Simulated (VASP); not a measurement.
# Geometry relaxation of Sn (part 1 of 2)

System: Sn (2 atoms in the cell).
Method: Kohn-Sham DFT of a periodic cell, PBE, VASP PAW PBE potentials, recommended, no spin polarisation (VASP 6.6.1).

The structure derives from an entry of the Crystallography Open Database.

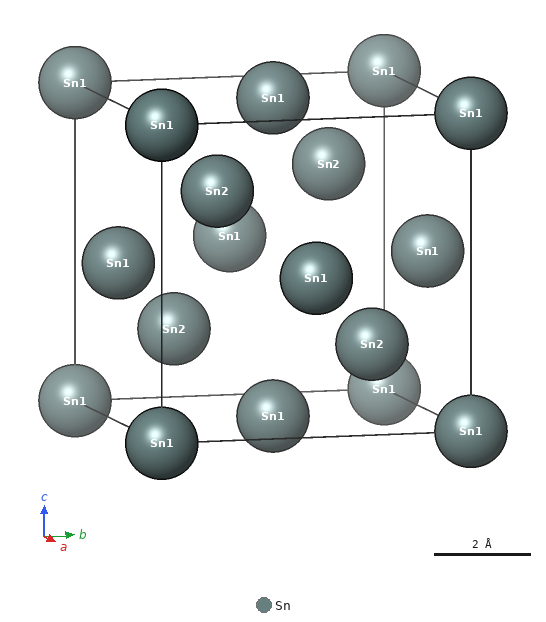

*The structure as given in the input (spheres-only view of the cell 4 times as large as that of the calculation, set on its symmetry axes, seen slightly off an axis; atoms are numbered from 1 in the order of the input).*

Summary:

| quantity | value |
| --- | --- |
| outcome | converged |
| space group (tolerance 0.01 Å) | Fd-3m (227) |
| electrons treated | 28 |
| free energy | −7.7908 eV |
| Fermi energy | 4.726 eV |
| gap on the k-point mesh | none (metallic) |
| pressure | 0.00 GPa |
| final volume | 75.01 Å³ |
| largest force (length of the vector) at the end | under 0.001 eV/Å |
| final cell | a = 4.734 Å, b = 4.734 Å, c = 4.734 Å, α = 60.00°, β = 60.00°, γ = 60.00° |
| hardware | 1 thread of Intel Xeon (Granite Rapids), 64 GiB of memory available, shared host |
| wall time | 19 s |
| peak memory | 0.21 GiB |

INCAR:
```
  PREC = Accurate
  ENCUT = 520
  EDIFF = 1E-7
  ISMEAR = 0
  SIGMA = 1.0
  LREAL = False
  LASPH = True
  NELM = 80
  ALGO = Normal
  ISIF = 3
  LWAVE = False
  LCHARG = False
  GGA = PE
  IBRION = 2
  NSW = 80
  EDIFFG = -0.002
```

KPOINTS:
```
regular mesh
0
Gamma
  8 8 8
```

POSCAR:
```
Sn                                      
1.0
   -0.0000000000      3.3477890994      3.3477890994
    3.3477890994      0.0000000000      3.3477890994
    3.3477890994      3.3477890994     -0.0000000000
  Sn            
     2
Direct
     0.0000000000000000    0.0000000000000000    1.0000000000000000
     0.2500000000000000    0.2500000000000000    0.2500000000000000
```

Command:
```bash
cat potpaw_PBE.64/Sn_d/POTCAR > POTCAR
mpirun -np 1 vasp_std > vasp.out
```

OSZICAR:
```
N       E                     dE             d eps       ncg     rms          rms(c)
DAV:   1     0.205334502044E+03    0.20533E+03   -0.14951E+04  1048   0.213E+03
DAV:   2     0.122783248857E+02   -0.19306E+03   -0.19087E+03  1044   0.438E+02
DAV:   3    -0.716045828860E+01   -0.19439E+02   -0.19221E+02  1210   0.146E+02
DAV:   4    -0.780366984682E+01   -0.64321E+00   -0.64027E+00  1146   0.280E+01
DAV:   5    -0.782841256939E+01   -0.24743E-01   -0.24740E-01  1418   0.531E+00    0.273E+00
DAV:   6    -0.780177168536E+01    0.26641E-01   -0.25504E-02  1240   0.227E+00    0.160E+00
DAV:   7    -0.778916847881E+01    0.12603E-01   -0.36180E-02  1152   0.228E+00    0.149E-01
DAV:   8    -0.779043356618E+01   -0.12651E-02   -0.42418E-03  1126   0.851E-01    0.466E-02
DAV:   9    -0.779077282613E+01   -0.33926E-03   -0.48067E-04  1298   0.145E-01    0.123E-02
DAV:  10    -0.779079126260E+01   -0.18436E-04   -0.37349E-05  1196   0.575E-02    0.568E-03
DAV:  11    -0.779079602915E+01   -0.47665E-05   -0.79945E-06  1082   0.173E-02    0.758E-04
DAV:  12    -0.779079601941E+01    0.97361E-08   -0.14980E-07   898   0.344E-03
   1 F= -.77907960E+01 E0= -.76369881E+01  d E =-.779080E+01
       N       E                     dE             d eps       ncg     rms          rms(c)
DAV:   1    -0.779085308351E+01   -0.57054E-04   -0.12601E-03  1152   0.608E-01    0.398E-02
DAV:   2    -0.779080594698E+01    0.47137E-04   -0.81392E-05  1312   0.155E-01    0.179E-02
DAV:   3    -0.779079593892E+01    0.10008E-04   -0.32987E-05  1356   0.937E-02    0.251E-03
DAV:   4    -0.779079680361E+01   -0.86468E-06   -0.12973E-06  1136   0.150E-02    0.689E-04
DAV:   5    -0.779079703820E+01   -0.23459E-06   -0.48839E-08   524   0.300E-03    0.314E-04
DAV:   6    -0.779079722319E+01   -0.18499E-06   -0.29922E-08   522   0.274E-03    0.864E-05
DAV:   7    -0.779079720454E+01    0.18647E-07   -0.78148E-09   522   0.122E-03
   2 F= -.77907972E+01 E0= -.76371499E+01  d E =-.118513E-05
```

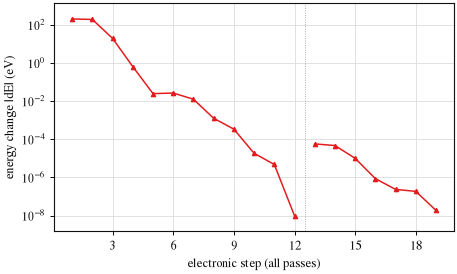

*Convergence of the self-consistent field: energy change |dE| against the electronic step. Each stretch between dotted lines is the SCF of one geometry step of a relaxation.*

The 2 ionic steps take 7 to 12 electronic steps each.

Parts of OUTCAR:
```
PREC = Accurate
   ENCUT = 520
   EDIFF = 1E-7
   ISMEAR = 0
   LREAL = False
   LASPH = True
   NELM = 80
   ISIF = 3
   GGA = PE
   IBRION = 2
   NSW = 80
   EDIFFG = -0.002

 ion  position               nearest neighbor table
   1  0.000  0.000  0.000-   2 2.90   2 2.90   2 2.90   2 2.90
   2  0.250  0.250  0.250-   1 2.90   1 2.90   1 2.90   1 2.90

  LATTYP: Found a face centered cubic cell.
 ALAT       =     6.6955781988

  Lattice vectors:

 A1 = (   0.0000000000,   3.3477890994,   3.3477890994)
 A2 = (   3.3477890994,   0.0000000000,   3.3477890994)
 A3 = (   3.3477890994,   3.3477890994,   0.0000000000)

Analysis of symmetry for initial positions (statically):
=====================================================================
 Subroutine PRICEL returns:
 Original cell was already a primitive cell.

 Routine SETGRP: Setting up the symmetry group for a
 face centered cubic supercell.

 Subroutine GETGRP returns: Found 48 space group operations
 (whereof 24 operations were pure point group operations)
 out of a pool of 48 trial point group operations.

The static configuration has the point symmetry T_d .
 The point group associated with its full space group is O_h .

Analysis of symmetry for dynamics (positions and initial velocities):
=====================================================================
 Subroutine PRICEL returns:
 Original cell was already a primitive cell.

 Routine SETGRP: Setting up the symmetry group for a
 face centered cubic supercell.

 Subroutine GETGRP returns: Found 48 space group operations
 (whereof 24 operations were pure point group operations)
 out of a pool of 48 trial point group operations.

The dynamic configuration has the point symmetry T_d .
 The point group associated with its full space group is O_h .

 Subroutine INISYM returns: Found 48 space group operations
 (whereof 24 operations are pure point group operations),
 and found     1 'primitive' translations

----------------------------------------------------------------------------------------

                                     Primitive cell

  volume of cell :      75.0420

  direct lattice vectors                    reciprocal lattice vectors
     0.000000000  3.347789099  3.347789099    -0.149352299  0.149352299  0.149352299
     3.347789099  0.000000000  3.347789099     0.149352299 -0.149352299  0.149352299
     3.347789099  3.347789099  0.000000000     0.149352299  0.149352299 -0.149352299

  length of vectors
     4.734488748  4.734488748  4.734488748     0.258685771  0.258685771  0.258685771

  position of ions in fractional coordinates (direct lattice)
     0.000000000  0.000000000  0.000000000
     0.250000000  0.250000000  0.250000000

  ion indices of the primitive-cell ions
   primitive index   ion index
                 1           1
                 2           2

----------------------------------------------------------------------------------------

 KPOINTS: regular mesh

Automatic generation of k-mesh.
 Grid dimensions read from file:
 generate k-points for:    8    8    8

 Generating k-lattice:

  Cartesian coordinates                     Fractional coordinates (reciprocal lattice)
    -0.018669037  0.018669037  0.018669037     0.125000000  0.000000000  0.000000000
     0.018669037 -0.018669037  0.018669037     0.000000000  0.125000000  0.000000000
     0.018669037  0.018669037 -0.018669037     0.000000000  0.000000000  0.125000000

  Length of vectors
     0.032335721  0.032335721  0.032335721

  Shift w.r.t. Gamma in fractional coordinates (k-lattice)
     0.000000000  0.000000000  0.000000000

 Subroutine IBZKPT returns following result:
 ===========================================

 Found     29 irreducible k-points:

 Following reciprocal coordinates:
            Coordinates               Weight
  0.000000  0.000000  0.000000      1.000000
  0.125000  0.000000  0.000000      8.000000
  0.250000  0.000000  0.000000      8.000000
  0.375000  0.000000  0.000000      8.000000
  0.500000  0.000000  0.000000      4.000000
  0.125000  0.125000  0.000000      6.000000
  0.250000  0.125000  0.000000     24.000000
  0.375000  0.125000  0.000000     24.000000
  0.500000  0.125000  0.000000     24.000000
 -0.375000  0.125000  0.000000     24.000000
 -0.250000  0.125000  0.000000     24.000000
 -0.125000  0.125000  0.000000     12.000000
  0.250000  0.250000  0.000000      6.000000
  0.375000  0.250000  0.000000     24.000000
  0.500000  0.250000  0.000000     24.000000
 -0.375000  0.250000  0.000000     24.000000
 -0.250000  0.250000  0.000000     12.000000
  0.375000  0.375000  0.000000      6.000000
  0.500000  0.375000  0.000000     24.000000
 -0.375000  0.375000  0.000000     12.000000
  0.500000  0.500000  0.000000      3.000000
  0.375000  0.250000  0.125000     24.000000
  0.500000  0.250000  0.125000     48.000000
 -0.375000  0.250000  0.125000     24.000000
 [... further k-points ...]
   k-points           NKPTS =     29   k-points in BZ     NKDIM =     29   number of bands    NBANDS=     18
   number of dos      NEDOS =    301   number of ions     NIONS =      2
   total plane-waves  NPLWV =  46656
   dimension x,y,z NGX =    36 NGY =   36 NGZ =   36
   dimension x,y,z NGXF=    72 NGYF=   72 NGZF=   72
   ions per type =               2
   NGX,Y,Z   is equivalent  to a cutoff of  12.64, 12.64, 12.64 a.u.
   NGXF,Y,Z  is equivalent  to a cutoff of  25.28, 25.28, 25.28 a.u.
 SYSTEM =  unknown system
   PREC   = accura    normal or accurate (medium, high low for compatibility)
   ISTART =      0    job   : 0-new  1-cont  2-samecut
   ICHARG =      2    charge: 1-file 2-atom 10-const
   ISPIN  =      1    spin polarized calculation?
   LNONCOLLINEAR =      F non collinear calculations
   LSORBIT =      F    spin-orbit coupling
   LASPH  =      T    aspherical Exc in radial PAW
   ENCUT  =  520.0 eV  38.22 Ry    6.18 a.u.   8.80  8.80  8.80*2*pi/ulx,y,z
   NELM   =     80;   NELMIN=  2; NELMDL= -5     # of ELM steps
   EDIFF  = 0.1E-06   stopping-criterion for ELM
   LREAL  =      F    real-space projection
   EDIFFG = -.2E-02   stopping-criterion for IOM
   NSW    =     80    number of steps for IOM
   IBRION =      2    ionic relax: 0-MD 1-quasi-New 2-CG
   NFREE  =      1    steps in history (QN), initial steepest desc. (CG)
   ISIF   =      3    stress and relaxation
   ISYM   =      2    0-nonsym 1-usesym 2-fastsym
   POTIM  = 0.5000    time-step for ionic-motion
   TEBEG  =    0.0;   TEEND  =   0.0 temperature during run
   PSTRESS=    0.0 pullay stress
   NELECT =      28.0000    total number of electrons
   NUPDOWN=      -1.0000    fix difference up-down
   EMIN   =  10.00;   EMAX   =-10.00  energy-range for DOS
   EFERMI =   0.00;   METHOD = LEGACY
   ISMEAR =     0;   SIGMA  =   1.00  broadening in eV -4-tet -1-fermi 0-gaus
   EFERMI_NEDOS =   21; number of points for ismear=-14 and -15
   IALGO  =     38    algorithm
   IMIX   =      4    mixing-type and parameters
     AMIX     =   0.40;   BMIX     =  1.00
     AMIX_MAG =   1.60;   BMIX_MAG =  1.00
  volume/ion in A,a.u.               =      37.52       253.20
  Fermi-wavevector in a.u.,A,eV,Ry     =   1.178581  2.227195 18.899214  1.389053
  Thomas-Fermi vector in A             =   2.314907
   LORBIT       =      0    0 simple, 1 ext, 2 COOP (PROOUT), +10 PAW based schemes
   GGA     = PE    functional components
   LHFCALC =     F    Hartree Fock is set to
   AEXX    =    0.0000 exact exchange contribution
   IVDW    =     0    specifies the selected vdW correction
   LEPSILON=     F    determine dielectric tensor
   LRPA    =     F    only Hartree local field effects (RPA)
 conjugate gradient relaxation of ions
 non-spin polarized calculation
 Gauss-broadening in eV      SIGMA  =   1.00
  energy-cutoff  :      520.00
  volume of cell :       75.04
 maximum number of plane-waves:      2044
```
